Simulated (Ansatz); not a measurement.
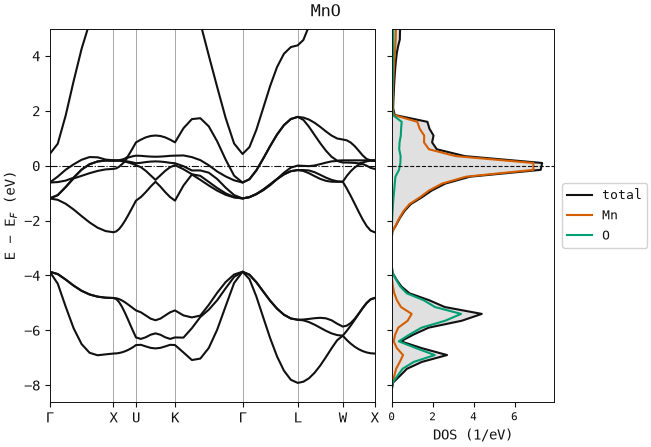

Figure made from data computed with Ansatz.

Band structure and density of states. Energies are counted from the Fermi level. The path runs straight from each named point to the next. The partial curves are projected on Löwdin-orthogonalised atomic shells.

### Which Bravais lattice do the labels of the path belong to?

A face-centred cubic lattice: the path Γ–X–U–K–Γ–L–W–X runs through the special points of its Brillouin zone.

This input was run:

```
crystal:
  lattice:
    - [0.0, 2.206165, 2.206165]
    - [2.206165, 0.0, 2.206165]
    - [2.206165, 2.206165, 0.0]
  atoms:
    - { symbol: Mn, position: [0.0, 0.0, 0.0] }
    - { symbol: O, position: [0.5, 0.5, 0.5] }
  symmetry: { tolerance: 0.0003 }
kpoints:
  mp_grid: { grid: [13, 13, 13], shift: [0, 0, 0] }
  band_path:
    path:
      - [0.0, 0.0, 0.0]
      - [0.5, 0.0, 0.5]
      - [0.625, 0.25, 0.625]
      - [0.375, 0.375, 0.75]
      - [0.0, 0.0, 0.0]
      - [0.5, 0.5, 0.5]
      - [0.5, 0.25, 0.75]
      - [0.5, 0.0, 0.5]
    npoints: 8
magnetization:
  spin_polarized: false
scf:
  occupations: { method: fermi_dirac }
  lower_state_search: "off"
  max_iter: 200
hamiltonian:
  pseudopotentials: { kind: paw }
  xc: pbe
basis:
  ecutwfc: 420
  fft_grid_basis: typed
output:
  forces: true
  stress: true
  eigenvalues: true
  bader: true
  populations: true
  elf: true
  write_potential: true
  volumetric_format: npy
  dos:
    e_range: [-12, 8]
    de: 0.05
    projected: { site_lists: { Mn: [Mn], O: [O] } }
checkpoint:
  read: saved_state
```

### Metal, semiconductor or insulator?

A metal: 4 bands cross the Fermi level along this path.

### Where is the tallest peak in the window, and which states make it?

The tallest peak in the window is at 0.1 eV; by projected weight it is Mn almost alone.

The run has no spin polarisation, so a magnetic state may lie lower. The cell is at −31 GPa in this functional.
